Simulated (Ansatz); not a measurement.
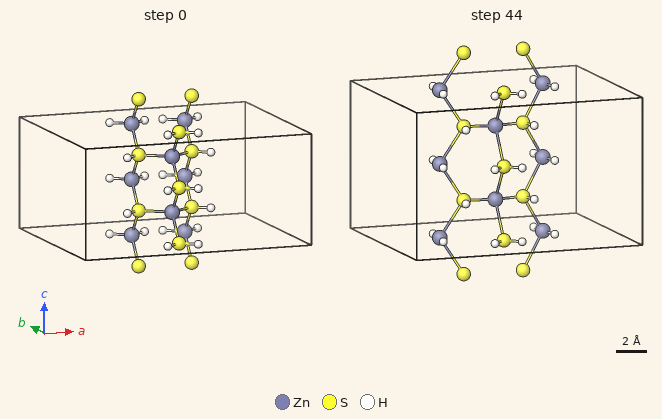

The structure of a wire of composition Zn3H8S3 before (left) and after (right) a relaxation, at one scale.

Style: ball-and-stick. Shown: the 2 repeat of the cell, with the vacuum cut short, from a free direction.

Case: wire along [1 1 0], 6 atoms a period, capped with H.

All numbers below come from Ansatz, DFT PBE, scalar-relativistic, plane waves, PAW. Settings: plane-wave cutoff 420 eV; k-point mesh 1 × 1 × 9; occupations gaussian; smearing width 0.05 eV; no spin polarisation; cell relaxed at fixed a, b, alpha, beta, gamma; force threshold 0.02 eV/Å; at most 45 steps.

Summarise the run.

The relaxation stopped without meeting its thresholds, so the last structure isn't shown to be converged. After 38 accepted moves (44 points after the start) the energy has fallen by 3.168 eV per cell of the calculation. Largest force component: 1.2 eV/Å at the start, 0.037 eV/Å at the end. The line search rejected the trial steps at points 9, 27, 37, 39 of the run. At 2 points the geometry stayed and the basis and grid were re-selected for the new cell (energy shift of 57.4 meV per cell of the calculation at most each time). The largest moves relative to the centre of the atoms, 3.00 Å, are those of H atoms. Largest moves by element: H 3.00 Å, Zn 1.86 Å, S 1.22 Å. Along the periodic axis the drawn cell goes c 7.698 → 10.201 Å (+32.5 %). Some distances before and after: S–Zn 2.357 → 3.043 Å, S–Zn 2.357 → 2.187 Å, H–Zn 1.550 → 1.534 Å. Among the angles between lasting bonds that change: H–Zn–H 109.5° → 171.8°, S–Zn–S 109.5° → 159.5°, H–S–H 109.5° → 93.5°. The run took 7 min on 4 threads of Intel(R) Xeon(R) Platinum 8375C CPU @ 2.90GHz (Ice Lake), on a shared host, peak memory 1.7 GiB.
